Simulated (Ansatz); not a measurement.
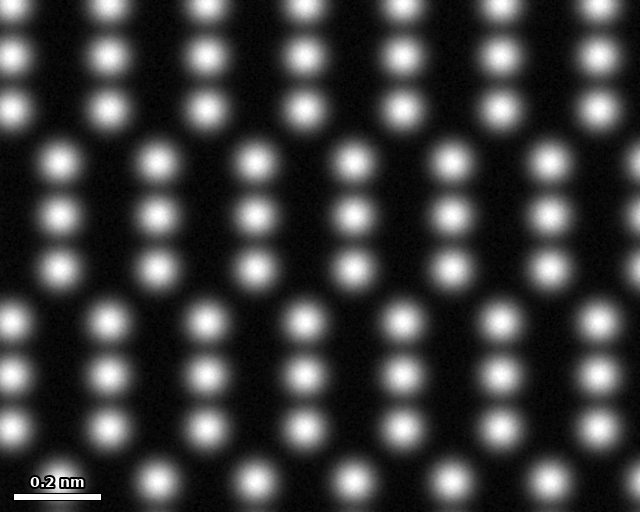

Z-contrast image of a crystal. Simulated incoherent Z contrast: every atom adds Z^1.8 spread by a probe of 0.61 Å full width; channelling and multiple scattering are left out. The display is stretched by a gamma of 0.65; percentages refer to the linear signal. Shot noise was added.

**Measure the repeat of the pattern.**

The pattern repeats on a centred rectangular net of 2.3 × 7.4 Å.

**Which plane group does this projection have?**

c2mm: perpendicular mirror lines on a centred net, with further twofold points between them.

**How many columns does the smallest repeating cell hold, and how many levels of brightness?**

3 columns in the primitive cell of 8.4 Å², all of one brightness.

The crystal is Ru (P6/mmm, No. 191) seen along [101]. Structure: the input geometry of an electronic-structure calculation (not necessarily at equilibrium); the starting structure was generated, so it need not be a known form of this composition.
